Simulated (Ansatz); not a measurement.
Run report: Si5C, geometry relaxation (part 2 of 2)

Continued. System: Si5C (P-6m2, 6 atoms in the cell). Method: DFT PBE, scalar-relativistic, plane waves, PAW, no spin polarisation (Ansatz 0.2.0); cutoff 420 eV, 18×18×4 k-mesh, Gaussian smearing of 0.1 eV. The structure was made by a generator, so it may or may not be a known phase.

Geometry of the input (Å; fractional positions):
```
2.7712  0.0000  0.0000
-1.3856  2.4000  0.0000
0.0000  0.0000  12.0603
Si 0.3333  0.6667  0.8996
Si 0.3333  0.6667  0.1004
Si 0.3333  0.6667  0.5000
Si 0.6667  0.3333  0.3087
Si 0.6667  0.3333  0.6913
C  0.6667  0.3333  0.0000
```

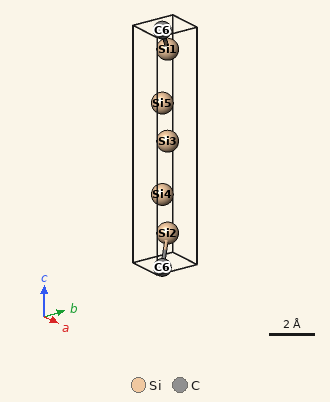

Figure 1. The geometry at step 6 of the log (ball-and-stick view of the cell of the calculation, seen slightly off an axis; atoms are numbered from 1 in the order of the input).

## Log, continued
```
Crystal: 6 atoms, lattice volume = 77.215 Å³
preconditioner: auto → none  [metal: Δε(μ)=0.022 eV  Ē_g=8.994 eV  σ=0.100 eV  W_gap=0.12  n_scr=6 (ndim 8)  ℏωp=20.7 eV  f_vac=0.000  D(μ)=1.91/eV (n_scr^D=6)]
SCF 11 converged in 6 iterations: F = -3426.158416 eV  dr2 = 2.98e-9
relax step  11: F+E_penalty+E_count = -3426.15841627 eV  Δ(F+E_penalty+E_count) = -5.716e-4 eV  max|allowed force component| = 1.360e-2 eV/Å  Δτ_max = 0.0063 Å  P = +0.009 GPa  Ω = 77.215 Å³  energy of the carried Pulay correction = +1.685e-3 eV  (6 SCF iters, dr2 threshold 5.39e-7 eV, accepted)
Crystal: 6 atoms, lattice volume = 77.211 Å³
preconditioner: auto → none  [metal: Δε(μ)=0.015 eV  Ē_g=8.987 eV  σ=0.100 eV  W_gap=0.08  n_scr=6 (ndim 8)  ℏωp=20.7 eV  f_vac=0.000  D(μ)=1.93/eV (n_scr^D=6)]
SCF 12 converged in 6 iterations: F = -3426.158498 eV  dr2 = 2.32e-10
relax step  12: F+E_penalty+E_count = -3426.15849831 eV  Δ(F+E_penalty+E_count) = -8.204e-5 eV  max|allowed force component| = 6.083e-3 eV/Å  Δτ_max = 0.0022 Å  P = +0.000 GPa  Ω = 77.211 Å³  energy of the carried Pulay correction = +1.687e-3 eV  (6 SCF iters, dr2 threshold 5.90e-8 eV, accepted)
Basis set: ecut = 420 eV, 1511 PW (Γ), exchange–correlation on 40×40×144 points (8 copies of the dense FFT grid, shifted against one another)
Initial wavefunctions: pseudopotential atomic-orbital guess (no wavefunctions were taken with the density)
preconditioner: auto → none  [metal: Δε(μ)=0.015 eV  Ē_g=8.988 eV  σ=0.100 eV  W_gap=0.09  n_scr=6 (ndim 8)  ℏωp=20.7 eV  f_vac=0.000  D(μ)=1.93/eV (n_scr^D=6)]
SCF 13 converged in 6 iterations: F = -3426.160630 eV  dr2 = 1.77e-11
relax step  13: F+E_penalty+E_count = -3426.16063023 eV  Δ(F+E_penalty+E_count) = -2.132e-3 eV  max|allowed force component| = 5.177e-3 eV/Å  Δτ_max = 0.0000 Å  P = +0.025 GPa  Ω = 77.211 Å³  stress off target by 6.69e-2 GPa  SCF on the basis re-selected at this cell (its energy is not comparable with the rows above)  (6 SCF iters)
basis re-selected at this cell: Δ(F+E_penalty+E_count) = -2.132e-3 eV, ΔP = +0.025 GPa vs the last step (what re-selecting the basis moved, of the pressure what is left beyond the Pulay correction that the steps carried, after the strain that the cell walked since its last selection, with what the two solves' SCF thresholds leave and, on support functions, any second-order correction that the steps lacked; it is no measure of the basis error at this ecutwfc). The dense FFT grid was sized anew with the basis: this SCF ran on 20×20×72 points, the steps before it on 20×20×81, so part of this shift can come from that change (see relax.cell in the input reference). This SCF's stress stands 6.69e-2 GPa from its target on what of the cell is left free (relax.cell.stress_tol is 5.00e-2 GPa) and its largest allowed force component is 5.18e-3 eV/Å (relax.f_tol is 1.00e-2 eV/Å): not within both, so this SCF does not close the relaxation
Crystal: 6 atoms, lattice volume = 77.231 Å³
preconditioner: auto → none  [metal: Δε(μ)=0.012 eV  Ē_g=8.986 eV  σ=0.100 eV  W_gap=0.07  n_scr=6 (ndim 8)  ℏωp=20.7 eV  f_vac=0.000  D(μ)=1.94/eV (n_scr^D=6)]
SCF 14 converged in 6 iterations: F = -3426.160633 eV  dr2 = 1.90e-11
  greatest PAW one-centre occupation: 0.682 electrons in one spin orbital (limit 2), on the Si atom at site 3 (counted from 0), in its partial waves of l = 0
relax step  14: F+E_penalty+E_count = -3426.16063289 eV  Δ(F+E_penalty+E_count) = -2.663e-6 eV  max|allowed force component| = 1.813e-4 eV/Å  Δτ_max = 0.0005 Å  P = +0.004 GPa  Ω = 77.231 Å³  energy of the carried Pulay correction = -1.013e-5 eV  (6 SCF iters, accepted)
iter 1 solved again at ethr=1.66e-7 eV; its pass at ethr=3.10e-3 eV (dr2=3.99e-5 eV) is discarded
SCF iter   1: F=—  HF=-3426.160630 eV  |F-HF|=—  |Δ(HF+E_count)|=         —  Δρ=2.42e-6  dr2=3.38e-9  ethr=1.66e-7  ⟨swp⟩=3.0  Hψ=17495  notcnv=0
eigensolver tolerance schedule: the retry pair's looser diagonalisation over-reported the residual by 11815.27 of it (diagonalisation noise at 1.73 of the residual, at the tolerance the schedule requests for it); recorded, not acted on — ethr = c·dr2/N_el stays at c = 1.0e-1
SCF iter   2: F=—  HF=-3426.160648 eV  |F-HF|=—  |Δ(HF+E_count)|=   1.79e-5  Δρ=1.40e-6  dr2=2.24e-9  ethr=1.41e-11  ⟨swp⟩=3.2  Hψ=4517  notcnv=0
SCF iter   3: F=—  HF=-3426.160648 eV  |F-HF|=—  |Δ(HF+E_count)|=  2.06e-10  Δρ=9.24e-7  dr2=5.03e-10  ethr=9.34e-12  ⟨swp⟩=1.0  Hψ=1998  notcnv=0
SCF iter   4: F=—  HF=-3426.160648 eV  |F-HF|=—  |Δ(HF+E_count)|=  3.14e-11  Δρ=5.01e-7  dr2=1.29e-10  ethr=2.09e-12  ⟨swp⟩=1.0  Hψ=2006  notcnv=0
iter 5 did not close the SCF: its close was put off for the readings that it lacked (scf_convergence_deferred on its scf_iter line)
SCF iter   5: F=-3426.160648 eV  HF=-3426.160648 eV  |F-HF|=4.68e-11  |Δ(HF+E_count)|=  4.68e-11  Δρ=8.35e-8  dr2=4.97e-11  ethr=1.00e-12  ⟨swp⟩=2.2  Hψ=3011  notcnv=0
SCF iter   6: F=-3426.160648 eV  HF=-3426.160648 eV  |F-HF|=1.36e-12  |Δ(HF+E_count)|=  3.18e-12  Δρ=3.02e-8  dr2=1.45e-12  ethr=1.00e-12  ⟨swp⟩=4.1  Hψ=8048  notcnv=0
SCF 15 converged in 6 iterations: F = -3426.160648 eV  dr2 = 1.45e-12
relax step  15: F+E_penalty+E_count = -3426.16064778 eV  Δ(F+E_penalty+E_count) = -1.489e-5 eV  max|allowed force component| = 1.824e-4 eV/Å  Δτ_max = 0.0000 Å  P = +0.004 GPa  Ω = 77.231 Å³  stress off target by 4.44e-3 GPa  SCF on the basis re-selected at this cell (its energy is not comparable with the rows above)  (6 SCF iters)
basis re-selected at this cell: Δ(F+E_penalty+E_count) = -1.489e-5 eV, ΔP = +0.000 GPa vs the last step (what re-selecting the basis moved, of the pressure what is left beyond the Pulay correction that the steps carried, after the strain that the cell walked since its last selection, with what the two solves' SCF thresholds leave and, on support functions, any second-order correction that the steps lacked; it is no measure of the basis error at this ecutwfc). This SCF's stress stands 4.44e-3 GPa from its target on what of the cell is left free (relax.cell.stress_tol is 5.00e-2 GPa) and its largest allowed force component is 1.82e-4 eV/Å (relax.f_tol is 1.00e-2 eV/Å): within both
SCF converged after 6 iterations
Free energy (F): -3426.160648 eV
Harris-Foulkes:  -3426.160648 eV  (|F-HF|=1.36e-12)
Internal energy: -3426.150938 eV  (E = F + TS)
E sigma→0 (E₀):  -3426.155793 eV
Entropy (-TS):   -0.009710 eV (-1.618 meV/atom)
Fermi energy:    11.004993 eV
--- Per-component energies (eV) ---
  E_band       = 114.896292
  E_kinetic    = 297.817989
  E_local      = -216.225188  (includes V_loc(G=0)·N_el)
  E_nonlocal   = 152.435274
  E_hartree    = 98.578493
  E_xc         = -329.307216
  E_vxc        = -300.436071  (∫ρ·V_xc dr)
  E_paw        = -2659.770202  (= ΣΔE_a)
  E_vpaw       = -15.852748  (= ΣTr[D̂ρ^β])
  E_aug_tail   = 0.000040  (compensation charges beyond the density's cutoff)
  E_ewald      = -769.680128
  E_smearing   = -0.009710  (= −TS)
  E_closure    = 0.000000  (closes the sum)
  Σ components = -3426.160648   (vs F -3426.160648, Δ=0.00e0)
--- Forces (eV/Å), atoms counted from 1 ---
  atom   1  Si    -0.00000000    -0.00000000    -0.00009335
  atom   2  Si    -0.00000000    -0.00000000     0.00009335
  atom   3  Si    -0.00000000    -0.00000000     0.00000000
  atom   4  Si     0.00000000     0.00000000    -0.00018240
  atom   5  Si     0.00000000     0.00000000     0.00018240
  atom   6  C      0.00000000     0.00000000     0.00000000
  max |Σ_I F_I| component: 2.41e-16 eV/Å
--- Stress (GPa, compression-positive) ---
        0.003982      -0.000000       0.000000
        0.000000       0.003982       0.000000
        0.000000       0.000000       0.004439
  P = ⅓ Tr σ = 0.0041 GPa (0.041 kbar)
--- Band table (eV; the first three rows and the last of 111) ---
  k-point 0: bands = ["-5.9168", "-2.7051", "-2.1673", "0.8383", "1.1005", "6.2893", "7.4240", "10.0337", "10.0337", "13.8507", "15.4219", "16.0698", "16.9627", "16.9627", "17.5855", "17.5855", "17.6862", "17.6862"]
  k-point 1: bands = ["-5.9153", "-2.8701", "-1.7924", "-0.1312", "2.2233", "5.1050", "8.6994", "10.0337", "10.0337", "12.5671", "15.9539", "16.6539", "16.9369", "16.9369", "17.4578", "17.4578", "17.9867", "17.9867"]
  k-point 2: bands = ["-5.9139", "-2.9706", "-1.1323", "-0.9845", "3.5229", "3.6957", "10.0337", "10.0337", "10.0660", "11.1533", "15.9805", "16.9121", "16.9121", "17.4171", "17.4171", "17.4539", "18.3414", "18.3414"]
  k-point 110: bands = ["-0.8288", "1.0653", "3.4016", "3.8166", "4.1797", "5.1091", "5.6946", "5.8080", "5.8795", "6.4868", "7.5390", "8.0249", "9.3102", "10.0357", "10.1942", "11.7548", "12.0786", "12.6439"]
--- Relaxed structure (13 steps of the walk, 11 accepted, 2 SCFs on fresh bases) ---
  F+E_penalty+E_count = -3426.16064778 eV   max|allowed force component| = 1.824e-4 eV/Å   (the final SCF, on the basis selected at the relaxed cell)
  cell:  # Å, volume = 77.2310 Å³
    - [2.889513685760624, 0.0, 0.0]
    - [-1.444756842880312, 2.5023922564515053, 0.0]
    - [0.0, 0.0, 10.680985646985478]
  atoms:
    - { symbol: Si, position: [0.33333333333333337, 0.6666666666666667, 0.8861278159416089] }
    - { symbol: Si, position: [0.33333333333333337, 0.6666666666666667, 0.11387218405839128] }
    - { symbol: Si, position: [0.33333333333333337, 0.6666666666666667, 0.5] }
    - { symbol: Si, position: [0.6666666666666666, 0.3333333333333333, 0.31098523104045267] }
    - { symbol: Si, position: [0.6666666666666666, 0.3333333333333333, 0.6890147689595475] }
    - { symbol: C, position: [0.6666666666666666, 0.3333333333333333, -9.589204769068337e-20] }
```

## Trajectory as extended XYZ (Å, eV, eV/Å), 15 frames, from step=1 to step=15
```
6
Lattice="2.7712 0.0000 0.0000 -1.3856 2.4000 0.0000 0.0000 0.0000 12.0603" Properties=species:S:1:pos:R:3:forces:R:3 step=1 energy=-3425.94616 pressure_GPa=0.14
Si    0.0000    1.6000   10.8499    0.0000   0.0000  -0.0725
Si    0.0000    1.6000    1.2103    0.0000   0.0000   0.0725
Si    0.0000    1.6000    6.0301    0.0000   0.0000   0.0000
Si    1.3856    0.8000    3.7236    0.0000   0.0000  -0.0630
Si    1.3856    0.8000    8.3367    0.0000   0.0000   0.0630
C     1.3856    0.8000    0.0000    0.0000   0.0000   0.0000
6
Lattice="2.7947 0.0000 0.0000 -1.3973 2.4203 0.0000 0.0000 0.0000 11.6122" Properties=species:S:1:pos:R:3:forces:R:3 step=2 energy=-3426.02319 pressure_GPa=0.70
Si    0.0000    1.6135   10.4131    0.0000   0.0000  -0.5256
Si    0.0000    1.6135    1.1991    0.0000   0.0000   0.5256
Si    0.0000    1.6135    5.8061    0.0000   0.0000   0.0000
Si    1.3973    0.8068    3.5469    0.0000   0.0000  -0.0705
Si    1.3973    0.8068    8.0653    0.0000   0.0000   0.0705
C     1.3973    0.8068    0.0000    0.0000   0.0000   0.0000
6
Lattice="2.8063 0.0000 0.0000 -1.4031 2.4303 0.0000 0.0000 0.0000 11.0207" Properties=species:S:1:pos:R:3:forces:R:3 step=3 energy=-3426.09259 pressure_GPa=3.20
Si    0.0000    1.6202    9.8001    0.0000   0.0000   0.3901
Si    0.0000    1.6202    1.2206    0.0000   0.0000  -0.3901
Si    0.0000    1.6202    5.5104    0.0000   0.0000   0.0000
Si    1.4031    0.8101    3.3184    0.0000   0.0000   0.2214
Si    1.4031    0.8101    7.7023    0.0000   0.0000  -0.2214
C     1.4031    0.8101    0.0000    0.0000   0.0000   0.0000
6
Lattice="2.8308 0.0000 0.0000 -1.4154 2.4515 0.0000 0.0000 0.0000 11.0868" Properties=species:S:1:pos:R:3:forces:R:3 step=4 energy=-3426.12757 pressure_GPa=1.02
Si    0.0000    1.6344    9.8780    0.0000   0.0000  -0.1776
Si    0.0000    1.6344    1.2088    0.0000   0.0000   0.1776
Si    0.0000    1.6344    5.5434    0.0000   0.0000   0.0000
Si    1.4154    0.8172    3.3830    0.0000   0.0000  -0.0401
Si    1.4154    0.8172    7.7038    0.0000   0.0000   0.0401
C     1.4154    0.8172    0.0000    0.0000   0.0000   0.0000
6
Lattice="2.8543 0.0000 0.0000 -1.4272 2.4719 0.0000 0.0000 0.0000 10.9619" Properties=species:S:1:pos:R:3:forces:R:3 step=5 energy=-3426.13780 pressure_GPa=0.31
Si    0.0000    1.6480    9.7528    0.0000   0.0000  -0.1752
Si    0.0000    1.6480    1.2092    0.0000   0.0000   0.1752
Si    0.0000    1.6480    5.4810    0.0000   0.0000   0.0000
Si    1.4272    0.8240    3.3406    0.0000   0.0000   0.0644
Si    1.4272    0.8240    7.6213    0.0000   0.0000  -0.0644
C     1.4272    0.8240    0.0000    0.0000   0.0000   0.0000
6
Lattice="2.8803 0.0000 0.0000 -1.4402 2.4944 0.0000 0.0000 0.0000 10.7955" Properties=species:S:1:pos:R:3:forces:R:3 step=6 energy=-3426.15095 pressure_GPa=-0.49
Si    0.0000    1.6630    9.5770    0.0000   0.0000   0.0770
Si    0.0000    1.6630    1.2186    0.0000   0.0000  -0.0770
Si    0.0000    1.6630    5.3978    0.0000   0.0000   0.0000
Si    1.4402    0.8315    3.3190    0.0000   0.0000   0.1035
Si    1.4402    0.8315    7.4765    0.0000   0.0000  -0.1035
C     1.4402    0.8315    0.0000    0.0000   0.0000   0.0000
6
Lattice="2.9548 0.0000 0.0000 -1.4774 2.5589 0.0000 0.0000 0.0000 10.1934" Properties=species:S:1:pos:R:3:forces:R:3 step=7 energy=-3426.06329 pressure_GPa=0.58 accepted=F
Si    0.0000    1.7059    8.9716    0.0000   0.0000   0.1849
Si    0.0000    1.7059    1.2218    0.0000   0.0000  -0.1849
Si    0.0000    1.7059    5.0967    0.0000   0.0000   0.0000
Si    1.4774    0.8530    3.2299    0.0000   0.0000  -0.1085
Si    1.4774    0.8530    6.9635    0.0000   0.0000   0.1085
C     1.4774    0.8530    0.0000    0.0000   0.0000   0.0000
6
Lattice="2.8971 0.0000 0.0000 -1.4486 2.5090 0.0000 0.0000 0.0000 10.4945" Properties=species:S:1:pos:R:3:forces:R:3 step=8 energy=-3426.14372 pressure_GPa=1.39 accepted=F
Si    0.0000    1.6727    9.2781    0.0000   0.0000   0.0942
Si    0.0000    1.6727    1.2164    0.0000   0.0000  -0.0942
Si    0.0000    1.6727    5.2472    0.0000   0.0000   0.0000
Si    1.4486    0.8363    3.2880    0.0000   0.0000  -0.0697
Si    1.4486    0.8363    7.2065    0.0000   0.0000   0.0697
C     1.4486    0.8363    0.0000    0.0000   0.0000   0.0000
6
Lattice="2.8848 0.0000 0.0000 -1.4424 2.4983 0.0000 0.0000 0.0000 10.7259" Properties=species:S:1:pos:R:3:forces:R:3 step=9 energy=-3426.15746 pressure_GPa=-0.17
Si    0.0000    1.6655    9.5083    0.0000   0.0000   0.0355
Si    0.0000    1.6655    1.2177    0.0000   0.0000  -0.0355
Si    0.0000    1.6655    5.3630    0.0000   0.0000   0.0000
Si    1.4424    0.8328    3.3253    0.0000   0.0000   0.0314
Si    1.4424    0.8328    7.4007    0.0000   0.0000  -0.0314
C     1.4424    0.8328    0.0000    0.0000   0.0000   0.0000
6
Lattice="2.8935 0.0000 0.0000 -1.4467 2.5058 0.0000 0.0000 0.0000 10.6507" Properties=species:S:1:pos:R:3:forces:R:3 step=10 energy=-3426.15785 pressure_GPa=-0.00
Si    0.0000    1.6705    9.4345    0.0000   0.0000   0.0094
Si    0.0000    1.6705    1.2163    0.0000   0.0000  -0.0094
Si    0.0000    1.6705    5.3254    0.0000   0.0000   0.0000
Si    1.4467    0.8353    3.3161    0.0000   0.0000  -0.0030
Si    1.4467    0.8353    7.3346    0.0000   0.0000   0.0030
C     1.4467    0.8353    0.0000    0.0000   0.0000   0.0000
6
Lattice="2.8870 0.0000 0.0000 -1.4435 2.5002 0.0000 0.0000 0.0000 10.6973" Properties=species:S:1:pos:R:3:forces:R:3 step=11 energy=-3426.15842 pressure_GPa=0.01
Si    0.0000    1.6668    9.4813    0.0000   0.0000  -0.0136
Si    0.0000    1.6668    1.2160    0.0000   0.0000   0.0136
Si    0.0000    1.6668    5.3486    0.0000   0.0000   0.0000
Si    1.4435    0.8334    3.3255    0.0000   0.0000  -0.0040
Si    1.4435    0.8334    7.3718    0.0000   0.0000   0.0040
C     1.4435    0.8334    0.0000    0.0000   0.0000   0.0000
6
Lattice="2.8887 0.0000 0.0000 -1.4443 2.5017 0.0000 0.0000 0.0000 10.6844" Properties=species:S:1:pos:R:3:forces:R:3 step=12 energy=-3426.15850 pressure_GPa=0.00
Si    0.0000    1.6678    9.4680    0.0000   0.0000   0.0061
Si    0.0000    1.6678    1.2164    0.0000   0.0000  -0.0061
Si    0.0000    1.6678    5.3422    0.0000   0.0000   0.0000
Si    1.4443    0.8339    3.3223    0.0000   0.0000  -0.0002
Si    1.4443    0.8339    7.3621    0.0000   0.0000   0.0002
C     1.4443    0.8339    0.0000    0.0000   0.0000   0.0000
6
Lattice="2.8887 0.0000 0.0000 -1.4443 2.5017 0.0000 0.0000 0.0000 10.6844" Properties=species:S:1:pos:R:3:forces:R:3 step=13 energy=-3426.16063 pressure_GPa=0.02
Si    0.0000    1.6678    9.4680    0.0000   0.0000   0.0052
Si    0.0000    1.6678    1.2164    0.0000   0.0000  -0.0052
Si    0.0000    1.6678    5.3422    0.0000   0.0000   0.0000
Si    1.4443    0.8339    3.3223    0.0000   0.0000  -0.0001
Si    1.4443    0.8339    7.3621    0.0000   0.0000   0.0001
C     1.4443    0.8339    0.0000    0.0000   0.0000   0.0000
6
Lattice="2.8895 0.0000 0.0000 -1.4448 2.5024 0.0000 0.0000 0.0000 10.6810" Properties=species:S:1:pos:R:3:forces:R:3 step=14 energy=-3426.16063 pressure_GPa=0.00
Si    0.0000    1.6683    9.4647    0.0000   0.0000  -0.0001
Si    0.0000    1.6683    1.2163    0.0000   0.0000   0.0001
Si    0.0000    1.6683    5.3405    0.0000   0.0000   0.0000
Si    1.4448    0.8341    3.3216    0.0000   0.0000  -0.0002
Si    1.4448    0.8341    7.3594    0.0000   0.0000   0.0002
C     1.4448    0.8341    0.0000    0.0000   0.0000   0.0000
6
Lattice="2.8895 0.0000 0.0000 -1.4448 2.5024 0.0000 0.0000 0.0000 10.6810" Properties=species:S:1:pos:R:3:forces:R:3 step=15 energy=-3426.16065 pressure_GPa=0.00
Si    0.0000    1.6683    9.4647    0.0000   0.0000  -0.0001
Si    0.0000    1.6683    1.2163    0.0000   0.0000   0.0001
Si    0.0000    1.6683    5.3405    0.0000   0.0000   0.0000
Si    1.4448    0.8341    3.3216    0.0000   0.0000  -0.0002
Si    1.4448    0.8341    7.3594    0.0000   0.0000   0.0002
C     1.4448    0.8341    0.0000    0.0000   0.0000   0.0000
```

## Summary

```json
{"quantity": "outcome", "value": "converged"}
{"quantity": "space group (tolerance 0.01 Å)", "value": "P-6m2 (187)"}
{"quantity": "electrons treated", "value": "24"}
{"quantity": "free energy", "value": "−3426.1606 eV"}
{"quantity": "Fermi energy", "value": "11.005 eV"}
{"quantity": "gap on the k-point mesh", "value": "none (metallic)"}
{"quantity": "pressure", "value": "0.00 GPa"}
{"quantity": "final volume", "value": "77.23 Å³"}
{"quantity": "largest force (length of the vector) at the end", "value": "under 0.001 eV/Å"}
{"quantity": "final cell", "value": "a = 2.890 Å, b = 2.890 Å, c = 10.681 Å, α = 90.00°, β = 90.00°, γ = 120.00°"}
{"quantity": "hardware", "value": "1 thread of Intel Xeon @ 2.50GHz (Skylake/Cascade Lake), 189 GiB of memory available, shared host"}
{"quantity": "wall time", "value": "8.1 min"}
{"quantity": "peak memory", "value": "0.46 GiB"}
```
